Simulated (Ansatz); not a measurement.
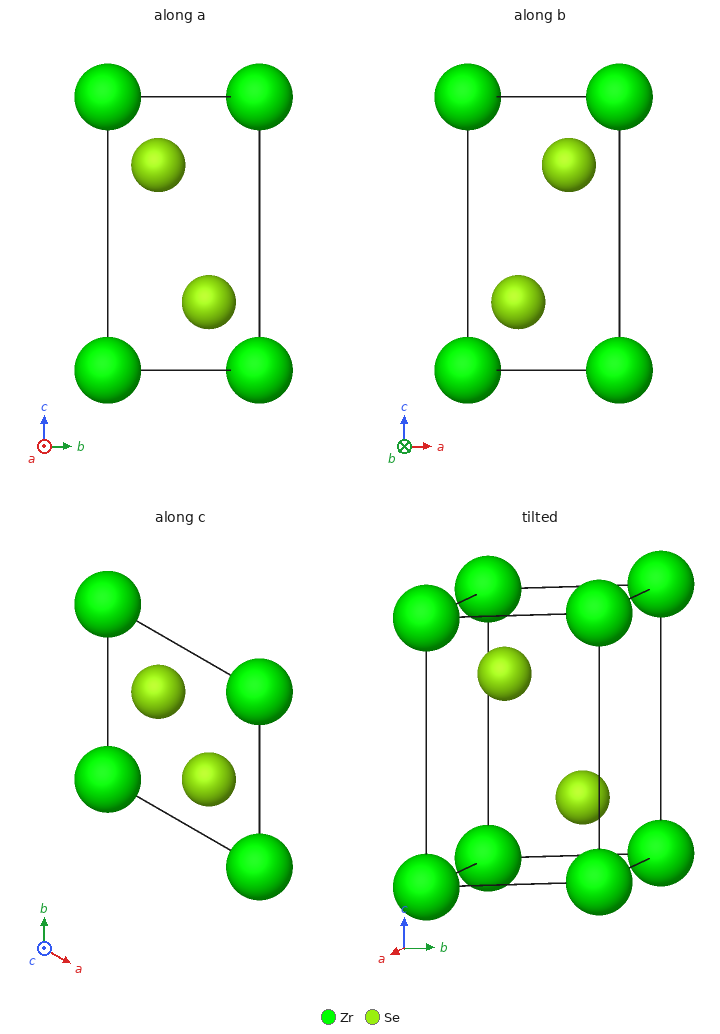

Spheres-only representation of a periodic structure, projected along the a axis, along the b axis, along the c axis and slightly off an axis. One conventional unit cell is framed, with atoms on its boundary repeated.

Lattice parameters: a = 3.902 Å, b = 3.902 Å, c = 6.087 Å, α = 90.00°, β = 90.00°, γ = 120.00°. Put a along x and b in the xy plane.

### From the views, write a POSCAR file, with free fractional coordinates to two decimals.

```
Zr Se
1.0
     3.902    0.000    0.000
    -1.951    3.379    0.000
     0.000    0.000    6.087
Zr Se
1 2
Direct
  0.00 0.00 0.00
  0.3333 0.6667 0.25
  0.6667 0.3333 0.75
```

Provenance: a structure type filled with these elements by a generator (whether the compound takes this form wasn't checked). The cell was then strained or its atoms displaced on purpose. It went into a calculation with Ansatz.
